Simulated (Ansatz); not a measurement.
**Si: a changed input and its effect**

System: Si (I-42m, 4 atoms in the cell).
Method of run A: DFT LDA, scalar-relativistic, plane waves, PAW, PAW set soft_1, no spin polarisation (Ansatz 0.2.0).

The structure derives from a Materials Project entry. Text and figures count atoms from 1; the logs count them from 0 in places.

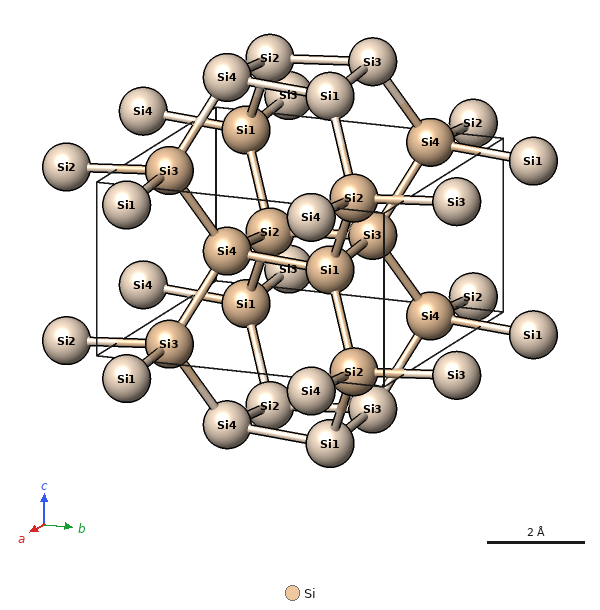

The input geometry (ball-and-stick view of the cell 2 times as large as that of the calculation, set on its symmetry axes, seen slightly off an axis; neighbours outside the cell are drawn fainter; atoms are numbered from 1 in the order of the input). Near neighbours in the crystal (not all of them lie inside the picture): Si has 4 Si at 2.27 to 2.31 Å.

The input, run A:
```yaml
crystal:
  lattice:
    - [-3.2184914587, 3.2184914587, 1.8605476173]
    - [3.2184914587, -3.2184914587, 1.8605476173]
    - [3.2184914587, 3.2184914587, -1.8605476173]
  atoms:
    - { symbol: Si, position: [0.1568357886, 0.1568357886, 0.3576908752] }
    - { symbol: Si, position: [0.7991449134, 0.7991449134, 0.6423091248] }
    - { symbol: Si, position: [0.2008550866, 0.8431642114, 0.0] }
    - { symbol: Si, position: [0.8431642114, 0.2008550866, 0.0] }
basis:
  ecutwfc: 420
kpoints:
  mp_grid: { grid: [10, 10, 10] }
hamiltonian:
  xc: lda
  pseudopotentials: { kind: paw, azcp: { folder: soft_1 } }
scf:
  occupations: { method: gaussian, width: 0.03 }
output:
  forces: true
  stress: true
  eigenvalues: true
```

Launched with:
```bash
ansatz run input.yaml --threads 1 --pin off --max-ram 2048MiB --backend cpu --events-out ev --progress --plain --runs-dir out
```

Hardware: 1 thread of Arm Neoverse N1, 98 GiB of memory available, shared host.

Output, shortened to warnings, some set-up lines, iterations and results (run A):
```
Warning: [file] the record states the generating functional pbe (its physics header spells it `PBE`), which answers neither for hamiltonian.xc's functional nor for the lda family's — results may be inconsistent (PPs are generated against a specific XC)
Basis set: ecut = 420 eV, 1463 PW (Γ)
Symmetry: 8 space group operations
k-points: 102 of 1000 (time reversal used)
Initial density: superposition of atomic densities (chi_scale 0.1, normalization cell)
[...]
SCF iter   1: F=—  HF=-2434.721191 eV  |F-HF|=—  |Δ(HF+E_count)|=         —  Δρ=5.09e-2  dr2=2.11e0  ethr=3.10e-3  ⟨swp⟩=7.8  Hψ=10242  notcnv=0
SCF iter   2: F=—  HF=-2434.059777 eV  |F-HF|=—  |Δ(HF+E_count)|=   6.61e-1  Δρ=1.99e-2  dr2=2.47e-1  ethr=3.10e-3  ⟨swp⟩=3.2  Hψ=3350  notcnv=0
SCF iter   3: F=—  HF=-2433.992091 eV  |F-HF|=—  |Δ(HF+E_count)|=   6.77e-2  Δρ=3.65e-3  dr2=1.46e-2  ethr=1.54e-3  ⟨swp⟩=2.9  Hψ=2345  notcnv=0
SCF iter   4: F=—  HF=-2433.987753 eV  |F-HF|=—  |Δ(HF+E_count)|=   4.34e-3  Δρ=9.62e-4  dr2=6.02e-4  ethr=9.12e-5  ⟨swp⟩=2.5  Hψ=2326  notcnv=0
SCF iter   5: F=—  HF=-2433.987641 eV  |F-HF|=—  |Δ(HF+E_count)|=   1.12e-4  Δρ=8.85e-5  dr2=3.56e-6  ethr=3.76e-6  ⟨swp⟩=2.5  Hψ=2112  notcnv=0
SCF iter   6: F=—  HF=-2433.987642 eV  |F-HF|=—  |Δ(HF+E_count)|=   8.90e-7  Δρ=1.06e-5  dr2=6.73e-8  ethr=6.25e-10  ⟨swp⟩=5.2  Hψ=7628  notcnv=0
SCF iter   7: F=-2433.987642 eV  HF=-2433.987642 eV  |F-HF|=1.04e-10  |Δ(HF+E_count)|=   3.02e-9  Δρ=8.54e-7  dr2=4.28e-10  ethr=4.20e-10  ⟨swp⟩=2.3  Hψ=4641  notcnv=0
SCF 1 converged in 7 iterations: F = -2433.987642 eV  dr2 = 4.28e-10
SCF converged after 7 iterations
Free energy (F): -2433.987642 eV
Harris-Foulkes:  -2433.987642 eV  (|F-HF|=1.04e-10)
Internal energy: -2433.987442 eV  (E = F + TS)
E sigma→0 (E₀):  -2433.987542 eV
Entropy (-TS):   -0.000200 eV (-0.050 meV/atom)
Fermi energy:    6.632020 eV
--- Per-component energies (eV) ---
  E_band       = 18.426707
  E_kinetic    = 168.276261
  E_local      = -118.137535  (includes V_loc(G=0)·N_el)
  E_nonlocal   = 97.778931
  E_hartree    = 37.178811
  E_xc         = -226.464828
  E_vxc        = -195.221520  (∫ρ·V_xc dr)
  E_paw        = -1940.483470  (= ΣΔE_a)
  E_vpaw       = -8.627268  (= ΣTr[D̂ρ^β])
  E_aug_tail   = 0.000143  (compensation charges beyond the density's cutoff)
  E_ewald      = -452.473078
  E_core_change = 0.337323  (= ΣΔE_core)
  E_smearing   = -0.000200  (= −TS)
  E_closure    = -0.000000  (closes the sum)
  Σ components = -2433.987642   (vs F -2433.987642, Δ=0.00e0)
--- Forces (eV/Å), atoms counted from 1 ---
  atom   1  Si     0.01952296     0.01952296     0.10290251
  atom   2  Si    -0.01952296    -0.01952296     0.10290251
  atom   3  Si    -0.01952296     0.01952296    -0.10290251
  atom   4  Si     0.01952296    -0.01952296    -0.10290251
  max |Σ_I F_I| component: 8.33e-17 eV/Å
--- Stress (GPa, compression-positive) ---
        7.257255      -0.000000      -0.000000
        0.000000       7.257255      -0.000000
        0.000000      -0.000000       8.182318
  P = ⅓ Tr σ = 7.5656 GPa (75.656 kbar)
```

The input of run B differs as follows (lines with − go, lines with + come):
```diff
-    - [-3.2184914587, 3.2184914587, 1.8605476173]
-    - [3.2184914587, -3.2184914587, 1.8605476173]
-    - [3.2184914587, 3.2184914587, -1.8605476173]
+    - [-3.3561438626, 3.3561438626, 1.9401218077]
+    - [3.3561438626, -3.3561438626, 1.9401218077]
+    - [3.3561438626, 3.3561438626, -1.9401218077]
```

What does this change do to the results?

With the same functional and potentials, run B lies 17.2 meV per atom lower. A gap of 0.29 eV opens on the mesh, where run A has none. The pressure goes from 7.57 to −4.19 GPa. The largest force goes from 0.107 to 0.242 eV/Å. The volume per atom goes from 19.27 to 21.85 Å³. The number of SCF iterations is the same. The plane waves at Γ go from 1463 to 1703.

Output, shortened to warnings, some set-up lines, iterations and results (run B):
```
Warning: [file] the record states the generating functional pbe (its physics header spells it `PBE`), which answers neither for hamiltonian.xc's functional nor for the lda family's — results may be inconsistent (PPs are generated against a specific XC)
Basis set: ecut = 420 eV, 1703 PW (Γ)
Symmetry: 8 space group operations
k-points: 102 of 1000 (time reversal used)
Initial density: superposition of atomic densities (chi_scale 0.1, normalization cell)
[...]
SCF iter   1: F=—  HF=-2434.593488 eV  |F-HF|=—  |Δ(HF+E_count)|=         —  Δρ=4.29e-2  dr2=1.68e0  ethr=3.10e-3  ⟨swp⟩=7.4  Hψ=9920  notcnv=0
SCF iter   2: F=—  HF=-2434.115160 eV  |F-HF|=—  |Δ(HF+E_count)|=   4.78e-1  Δρ=1.75e-2  dr2=2.20e-1  ethr=3.10e-3  ⟨swp⟩=3.3  Hψ=3259  notcnv=0
SCF iter   3: F=—  HF=-2434.060232 eV  |F-HF|=—  |Δ(HF+E_count)|=   5.49e-2  Δρ=3.09e-3  dr2=1.29e-2  ethr=1.37e-3  ⟨swp⟩=3.0  Hψ=2323  notcnv=0
SCF iter   4: F=—  HF=-2434.056447 eV  |F-HF|=—  |Δ(HF+E_count)|=   3.79e-3  Δρ=7.10e-4  dr2=4.19e-4  ethr=8.03e-5  ⟨swp⟩=2.4  Hψ=2292  notcnv=0
SCF iter   5: F=—  HF=-2434.056378 eV  |F-HF|=—  |Δ(HF+E_count)|=   6.95e-5  Δρ=6.58e-5  dr2=2.20e-6  ethr=2.62e-6  ⟨swp⟩=2.7  Hψ=2110  notcnv=0
SCF iter   6: F=—  HF=-2434.056379 eV  |F-HF|=—  |Δ(HF+E_count)|=   1.11e-6  Δρ=8.06e-6  dr2=4.11e-8  ethr=6.25e-10  ⟨swp⟩=7.2  Hψ=7301  notcnv=0
SCF iter   7: F=-2434.056379 eV  HF=-2434.056379 eV  |F-HF|=1.05e-11  |Δ(HF+E_count)|=   1.62e-9  Δρ=9.67e-7  dr2=5.00e-10  ethr=2.57e-10  ⟨swp⟩=2.0  Hψ=4588  notcnv=0
SCF 1 converged in 7 iterations: F = -2434.056379 eV  dr2 = 5.00e-10
SCF converged after 7 iterations
Free energy (F): -2434.056379 eV
Harris-Foulkes:  -2434.056379 eV  (|F-HF|=1.05e-11)
Internal energy: -2434.056379 eV  (E = F + TS)
E sigma→0 (E₀):  -2434.056379 eV
Fermi energy:    5.524309 eV
--- Per-component energies (eV) ---
  E_band       = 3.698582
  E_kinetic    = 160.015746
  E_local      = -133.193575  (includes V_loc(G=0)·N_el)
  E_nonlocal   = 94.485839
  E_hartree    = 40.274516
  E_xc         = -222.530130
  E_vxc        = -190.294488  (∫ρ·V_xc dr)
  E_paw        = -1939.531369  (= ΣΔE_a)
  E_vpaw       = -7.864197  (= ΣTr[D̂ρ^β])
  E_aug_tail   = 0.000145  (compensation charges beyond the density's cutoff)
  E_ewald      = -433.914873
  E_core_change = 0.337323  (= ΣΔE_core)
  E_smearing   = -0.000000  (= −TS)
  E_closure    = 0.000000  (closes the sum)
  Σ components = -2434.056379   (vs F -2434.056379, Δ=0.00e0)
--- Forces (eV/Å), atoms counted from 1 ---
  atom   1  Si    -0.09024007    -0.09024007     0.20546999
  atom   2  Si     0.09024007     0.09024007     0.20546999
  atom   3  Si     0.09024007    -0.09024007    -0.20546999
  atom   4  Si    -0.09024007     0.09024007    -0.20546999
  max |Σ_I F_I| component: 2.78e-17 eV/Å
--- Stress (GPa, compression-positive) ---
       -4.144974       0.000000       0.000000
       -0.000000      -4.144974      -0.000000
        0.000000      -0.000000      -4.276064
  P = ⅓ Tr σ = -4.1887 GPa (-41.887 kbar)
```

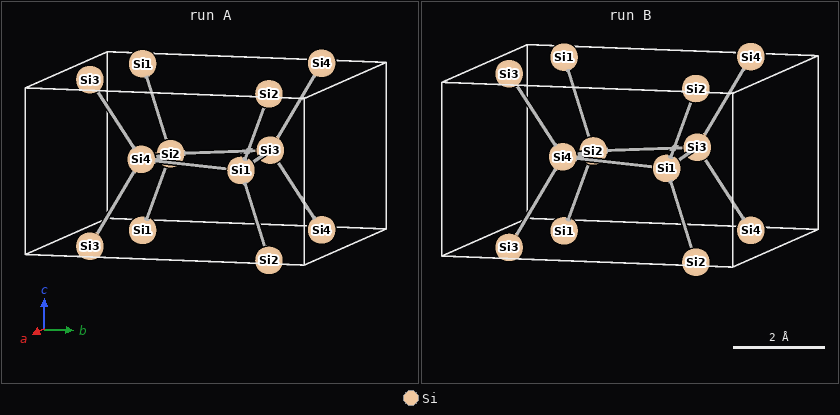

The two input geometries at one scale (ball-and-stick view of the cell 2 times as large as that of the calculation, set on its symmetry axes, seen slightly off an axis). The atoms keep their places relative to the cell (all moves are under 0.005 Å). Cell: a = b 6.437 → 6.712 Å (+4.3 %), c 3.721 → 3.880 Å (+4.3 %). Volume +13.4 %. Among the contacts that change: Si1–Si3 2.308 → 2.407 Å, Si1–Si2 2.267 → 2.364 Å.

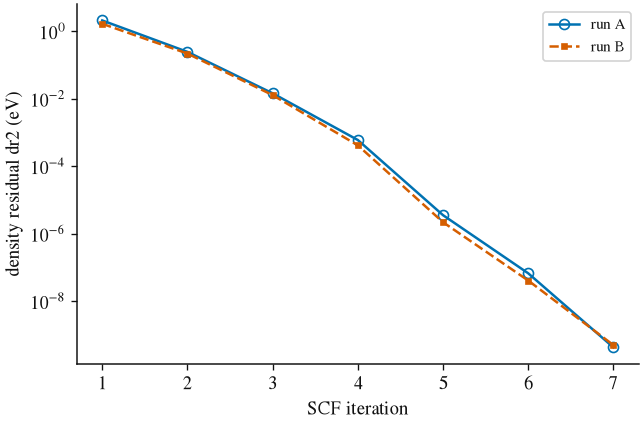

Convergence of the two runs: density residual dr2 against the SCF iteration. Run A takes 7 iterations in all, and run B takes 7.

The two runs side by side:

```tsv
quantity	run A	run B
outcome	converged	converged
free energy per atom (eV)	−608.4969	−608.5141
gap on the mesh (eV)	0.00	0.29
pressure (GPa)	7.57	−4.19
volume per atom (Å³)	19.27	21.85
largest force (eV/Å)	0.107	0.242
SCF iterations	7	7
irreducible k-points	102	102
plane waves at Γ	1463	1703
wall time (shared host)	20 s	23 s
```

For both runs: Warnings: the PAW datasets were made with another functional. For run A: The cell is under a pressure of 7.6 GPa at this level, so it is not at its equilibrium volume.
